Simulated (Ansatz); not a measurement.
## Two runs on MoSi2

System: MoSi2 (3 atoms in the cell).
Method of the first run: DFT, PBE, all-electron LAPW, scalar-relativistic, no spin polarisation (Ansatz 0.2.0).

The structure derives from an entry of the Crystallography Open Database. Text and figures count atoms from 1; the logs count them from 0 in places.

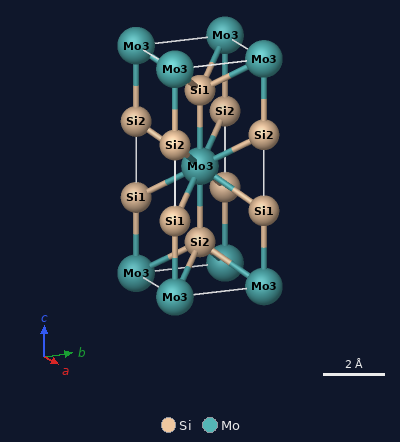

Fig. 1: The structure as given in the input (ball-and-stick view of the cell 2 times as large as that of the calculation, set on its symmetry axes, seen slightly off an axis; atoms are numbered from 1 in the order of the input).

Input file, the first run:
```yaml
crystal:
  lattice:
    - [-1.6, 1.6, 3.891195]
    - [1.6, -1.6, 3.891195]
    - [1.6, 1.6, -3.891195]
  atoms:
    - { symbol: Si, position: [0.333, 0.333, 0.0] }
    - { symbol: Si, position: [0.667, 0.667, 0.0] }
    - { symbol: Mo, position: [0.0, 0.0, 0.0] }
kpoints:
  mp_grid: { grid: [12, 12, 16] }
  band_path:
    path:
      - [0.0, 0.0, 0.0]
      - [0.0, 0.0, 0.5]
      - [0.25, 0.25, 0.25]
      - [0.0, 0.5, 0.0]
      - [0.0, 0.0, 0.0]
      - [0.5, 0.5, -0.5]
      - [0.2922682224, 0.7077317776, -0.2922682224]
      - [-0.2922682224, 0.2922682224, 0.2922682224]
      - [0.0, 0.0, 0.0]
    npoints: 5
scf:
  occupations: { method: fermi_dirac, width: 0.03 }
hamiltonian:
  xc: pbe
  pseudopotentials: { kind: all_electron, lapw: { basis_error: 0.001 } }
output:
  forces: true
  stress: true
  eigenvalues: true
```

Command:
```bash
ansatz run input.yaml --threads 1 --pin off --max-ram 6144MiB --backend cpu --events-out ev --progress --plain --runs-dir out
```

Hardware: 1 thread of Intel Xeon (Sapphire Rapids), 64 GiB of memory available, shared host.

Output, shortened to warnings, some set-up lines, iterations and results (the first run):
```
Warning: crystal.symmetry: narrowed to the stabiliser of the k-point mesh — unitary ops 16 → 4; excluded 12 operations that carry a point of the 12×12×16 mesh (shift [0, 0, 0]) off the mesh (the run samples exactly the mesh kpoints.mp_grid names, as under crystal.symmetry.detect: false, and its converged state has the mesh's symmetry, not the crystal's; ε∞, the Born charges and the force …
Basis set: ecut = 227.74069613774378 eV, 309 PW (Γ), FFT grids on a1+a3, a2+a3, a3, exchange–correlation at level 2
Symmetry: 4 space group operations
k-points: 632 of 2304
Initial density: superposition of atomic densities (chi_scale 0.1, normalization cell, long waves kept (reshape's long-wave potential 0.00 eV rms))
[...]
SCF iter   1: F=—  HF=-125964.674158 eV  |F-HF|=—  |Δ(HF+E_count)|=         —  Δρ=4.39e-2  dr2=8.99e-1  ethr=1.87e-3  ⟨swp⟩=2.0  Hψ=121659  notcnv=0
SCF iter   2: F=—  HF=-125964.091607 eV  |F-HF|=—  |Δ(HF+E_count)|=   5.83e-1  Δρ=2.76e-2  dr2=5.59e-1  ethr=1.87e-3  ⟨swp⟩=3.0  Hψ=57608  notcnv=0
SCF iter   3: F=—  HF=-125963.867451 eV  |F-HF|=—  |Δ(HF+E_count)|=   2.24e-1  Δρ=1.43e-2  dr2=6.20e-2  ethr=1.17e-3  ⟨swp⟩=2.0  Hψ=51291  notcnv=0
SCF iter   4: F=—  HF=-125963.849238 eV  |F-HF|=—  |Δ(HF+E_count)|=         —  Δρ=3.80e-3  dr2=9.09e-3  ethr=1.29e-4  ⟨swp⟩=2.0  Hψ=54463  notcnv=0
SCF iter   5: F=—  HF=-125963.849020 eV  |F-HF|=—  |Δ(HF+E_count)|=   2.19e-4  Δρ=2.01e-3  dr2=2.65e-3  ethr=1.89e-5  ⟨swp⟩=2.2  Hψ=54374  notcnv=0  defer=1
SCF iter   6: F=—  HF=-125963.847694 eV  |F-HF|=—  |Δ(HF+E_count)|=   1.33e-3  Δρ=9.98e-4  dr2=6.77e-4  ethr=5.53e-6  ⟨swp⟩=2.0  Hψ=51357  notcnv=0
SCF iter   7: F=—  HF=-125963.847280 eV  |F-HF|=—  |Δ(HF+E_count)|=   4.14e-4  Δρ=2.31e-4  dr2=3.73e-5  ethr=7.77e-8  ⟨swp⟩=2.0  Hψ=88676  notcnv=0
SCF iter   8: F=—  HF=-125963.847262 eV  |F-HF|=—  |Δ(HF+E_count)|=   1.78e-5  Δρ=3.66e-5  dr2=9.48e-7  ethr=7.77e-8  ⟨swp⟩=2.0  Hψ=51351  notcnv=0
SCF iter   9: F=—  HF=-125963.847262 eV  |F-HF|=—  |Δ(HF+E_count)|=   3.58e-8  Δρ=1.61e-5  dr2=2.33e-7  ethr=1.98e-9  ⟨swp⟩=2.0  Hψ=51351  notcnv=0
SCF iter  10: F=-125963.847262 eV  HF=-125963.847262 eV  |F-HF|=1.25e-8  |Δ(HF+E_count)|=   5.86e-8  Δρ=2.96e-6  dr2=6.99e-9  ethr=4.85e-10  ⟨swp⟩=2.0  Hψ=51351  notcnv=0
SCF 1 converged in 10 iterations: F = -125963.847262 eV  dr2 = 6.99e-9
NSCF: frozen V_eff on 41 k-points
SCF converged after 10 iterations
Free energy (F): -125963.847262 eV
Harris-Foulkes:  -125963.847262 eV  (|F-HF|=1.25e-8)
Internal energy: -125963.846589 eV  (E = F + TS)
E sigma→0 (E₀):  -125963.846926 eV
Entropy (-TS):   -0.000673 eV (-0.224 meV/atom)
Fermi energy:    18.328403 eV
--- Per-component energies (eV) ---
  E_band       = -3316.048902
  E_kinetic    = 130010.403547
  E_xc         = -4512.568929
  E_electrostatic = -251461.681207  (all electrons and nuclei)
  E_smearing   = -0.000673  (= −TS)
  E_closure    = 0.000000  (closes the sum)
  E_atoms      = -125940.636991  (free atoms, spherical and without spin; not in F)
  Σ components = -125963.847262   (vs F -125963.847262, Δ=0.00e0)
  Basis errors (estimates in eV, not in F): energy 3.3e-4 per atom: plane waves 2.9e-4 (1.5e-4 summed), levels above the bands 2.1e-76, relativity 2.8e-8, radial functions 4.5e-5, core shells 1.2e-6; eigenvalues (radial functions only) 1.6e-6; not estimated: angular momenta, meshes, grids; target …
--- Forces (eV/Å), atoms counted from 1 ---
  atom   1  Si     0.00081291     0.00081291     0.27008991
  atom   2  Si    -0.00081291    -0.00081291    -0.27008991
  atom   3  Mo    -0.00000000    -0.00000000     0.00000000
  max |Σ_I F_I| component: 7.89e-31 eV/Å
--- Stress (GPa, compression-positive) ---
        3.668198       0.004822      -0.006250
        0.004822       3.668198      -0.006250
       -0.006250      -0.006250       6.824971
  P = ⅓ Tr σ = 4.7205 GPa (47.205 kbar)
```

The input of the second run differs as follows (lines with − go, lines with + come):
```diff
-    - [-1.6, 1.6, 3.891195]
-    - [1.6, -1.6, 3.891195]
-    - [1.6, 1.6, -3.891195]
+    - [-1.6, 1.6, 3.812585]
+    - [1.6, -1.6, 3.812585]
+    - [1.6, 1.6, -3.812585]
-      - [0.2922682224, 0.7077317776, -0.2922682224]
-      - [-0.2922682224, 0.2922682224, 0.2922682224]
+      - [0.2940292111, 0.7059707889, -0.2940292111]
+      - [-0.2940292111, 0.2940292111, 0.2940292111]
```

What does this change do to the results?

With the same functional and potentials, the second run lies 21.4 meV per atom higher. The pressure goes from 4.72 to 10.24 GPa. The volume per atom goes from 13.28 to 13.01 Å³. The number of SCF iterations is the same. The plane waves at Γ go from 309 to 313.

Output, shortened to warnings, some set-up lines, iterations and results (the second run):
```
Warning: crystal.symmetry: narrowed to the stabiliser of the k-point mesh — unitary ops 16 → 4; excluded 12 operations that carry a point of the 12×12×16 mesh (shift [0, 0, 0]) off the mesh (the run samples exactly the mesh kpoints.mp_grid names, as under crystal.symmetry.detect: false, and its converged state has the mesh's symmetry, not the crystal's; ε∞, the Born charges and the force …
Basis set: ecut = 239.4868840717163 eV, 313 PW (Γ), FFT grids on a1+a3, a2+a3, a3, exchange–correlation at level 2
Symmetry: 4 space group operations
k-points: 632 of 2304
Initial density: superposition of atomic densities (chi_scale 0.1, normalization cell, long waves kept (reshape's long-wave potential 0.00 eV rms))
[...]
SCF iter   1: F=—  HF=-125964.594294 eV  |F-HF|=—  |Δ(HF+E_count)|=         —  Δρ=4.68e-2  dr2=9.89e-1  ethr=1.83e-3  ⟨swp⟩=2.0  Hψ=134270  notcnv=0
SCF iter   2: F=—  HF=-125963.966537 eV  |F-HF|=—  |Δ(HF+E_count)|=   6.28e-1  Δρ=2.55e-2  dr2=4.04e-1  ethr=1.83e-3  ⟨swp⟩=3.0  Hψ=61867  notcnv=0  defer=1
SCF iter   3: F=—  HF=-125963.800235 eV  |F-HF|=—  |Δ(HF+E_count)|=   1.66e-1  Δρ=1.50e-2  dr2=6.00e-2  ethr=7.48e-4  ⟨swp⟩=2.0  Hψ=58991  notcnv=0
SCF iter   4: F=—  HF=-125963.784198 eV  |F-HF|=—  |Δ(HF+E_count)|=         —  Δρ=3.84e-3  dr2=7.04e-3  ethr=1.11e-4  ⟨swp⟩=2.0  Hψ=61888  notcnv=0  defer=1
SCF iter   5: F=—  HF=-125963.784458 eV  |F-HF|=—  |Δ(HF+E_count)|=   2.60e-4  Δρ=1.92e-3  dr2=2.37e-3  ethr=1.30e-5  ⟨swp⟩=2.0  Hψ=60673  notcnv=0
SCF iter   6: F=—  HF=-125963.783408 eV  |F-HF|=—  |Δ(HF+E_count)|=   1.05e-3  Δρ=8.99e-4  dr2=5.47e-4  ethr=4.39e-6  ⟨swp⟩=2.0  Hψ=58173  notcnv=0
SCF iter   7: F=—  HF=-125963.783128 eV  |F-HF|=—  |Δ(HF+E_count)|=   2.80e-4  Δρ=1.83e-4  dr2=2.38e-5  ethr=4.42e-8  ⟨swp⟩=2.0  Hψ=100545  notcnv=0
SCF iter   8: F=—  HF=-125963.783122 eV  |F-HF|=—  |Δ(HF+E_count)|=   6.81e-6  Δρ=3.42e-5  dr2=8.41e-7  ethr=4.42e-8  ⟨swp⟩=2.0  Hψ=58172  notcnv=0
SCF iter   9: F=—  HF=-125963.783122 eV  |F-HF|=—  |Δ(HF+E_count)|=   3.01e-9  Δρ=1.55e-5  dr2=1.93e-7  ethr=1.56e-9  ⟨swp⟩=2.0  Hψ=58172  notcnv=0
SCF iter  10: F=-125963.783122 eV  HF=-125963.783122 eV  |F-HF|=4.18e-9  |Δ(HF+E_count)|=   5.59e-8  Δρ=2.21e-6  dr2=2.93e-9  ethr=3.57e-10  ⟨swp⟩=2.0  Hψ=58172  notcnv=0
SCF 1 converged in 10 iterations: F = -125963.783122 eV  dr2 = 2.93e-9
NSCF: frozen V_eff on 41 k-points
SCF converged after 10 iterations
Free energy (F): -125963.783122 eV
Harris-Foulkes:  -125963.783122 eV  (|F-HF|=4.18e-9)
Internal energy: -125963.782534 eV  (E = F + TS)
E sigma→0 (E₀):  -125963.782828 eV
Entropy (-TS):   -0.000587 eV (-0.196 meV/atom)
Fermi energy:    18.690553 eV
--- Per-component energies (eV) ---
  E_band       = -5435.226769
  E_kinetic    = 130014.264155
  E_xc         = -4513.504289
  E_electrostatic = -251464.542400  (all electrons and nuclei)
  E_smearing   = -0.000587  (= −TS)
  E_closure    = 0.000000  (closes the sum)
  E_atoms      = -125940.636991  (free atoms, spherical and without spin; not in F)
  Σ components = -125963.783122   (vs F -125963.783122, Δ=0.00e0)
  Basis errors (estimates in eV, not in F): energy 3.3e-4 per atom: plane waves 2.9e-4 (1.5e-4 summed), levels above the bands 9.9e-82, relativity 2.6e-8, radial functions 4.5e-5, core shells 8.1e-8; eigenvalues (radial functions only) 1.9e-6; not estimated: angular momenta, meshes, grids; target …
--- Forces (eV/Å), atoms counted from 1 ---
  atom   1  Si     0.00099280     0.00099280     0.25650313
  atom   2  Si    -0.00099280    -0.00099280    -0.25650313
  atom   3  Mo    -0.00000000    -0.00000000     0.00000000
  max |Σ_I F_I| component: 3.16e-30 eV/Å
--- Stress (GPa, compression-positive) ---
        5.835259      -0.014221      -0.009213
       -0.014221       5.835259      -0.009213
       -0.009213      -0.009213      19.047216
  P = ⅓ Tr σ = 10.2392 GPa (102.392 kbar)
```

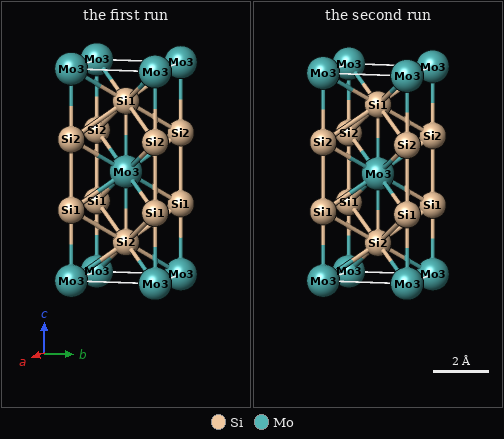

Fig. 2: The two input geometries at one scale (ball-and-stick view of the cell 2 times as large as that of the calculation, set on its symmetry axes, seen slightly off an axis). No atom moves by more than 0.005 Å relative to the cell. Cell: a = b stay at 3.200 Å, c 7.782 → 7.625 Å (−2.0 %). Volume −2.0 %. Among the contacts that change: Si1–Si2 2.599 → 2.547 Å, Si1–Mo3 2.592 → 2.539 Å.

The two runs side by side:

```csv
quantity,the first run,the second run
outcome,converged,converged
free energy per atom (eV),−41987.9491,−41987.9277
pressure (GPa),4.72,10.24
volume per atom (Å³),13.28,13.01
largest force (eV/Å),0.270,0.257
SCF iterations,10,10
irreducible k-points,632,632
plane waves at Γ,309,313
wall time (shared host),2 min,2.3 min
```

For both runs: Warnings: the k-point mesh lowers the symmetry that the run can use.
